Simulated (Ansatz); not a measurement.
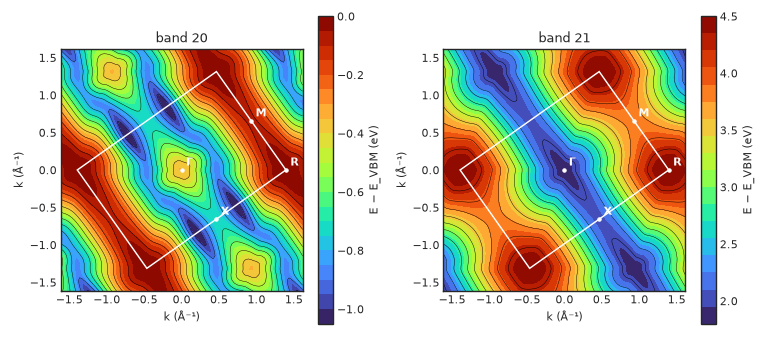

Two bands of SrTiO3 (space group Pm-3m, No. 221) over the plane through Γ, R and M: the highest mostly filled and the lowest mostly empty one.

These are results of DFT PBE, scalar-relativistic, plane waves, PAW; levels and slopes on a dense k mesh at the converged density (Ansatz), not measurements. No spin polarisation. Mesh 28×28×28, interpolated with the band slopes. The geometry was not relaxed (residual pressure 4 GPa).

Q: Give both levels and their distance at the named points.

A:
```tsv
point	lower band (eV)	upper band (eV)	distance (eV)
Γ	−0.34	1.89	2.23
R	0.00	4.49	4.49
M	−0.09	3.81	3.90
X	−0.72	2.05	2.77
```

Q: Where are the band edges of the whole zone?

A: The valence band has one maximum at R, three bands meeting there; the conduction band has one minimum at Γ, three bands meeting there, with masses of 0.39 and 6.33 mₑ among them, each the same along x, y and z. The gap is indirect, 1.89 eV at this level of theory (semilocal functionals give gaps that are too small, and can reorder valleys that lie close).

Spin-orbit coupling, left out here, can change the gap, its kind, the place of the band edges and the masses, since the compound holds Sr.
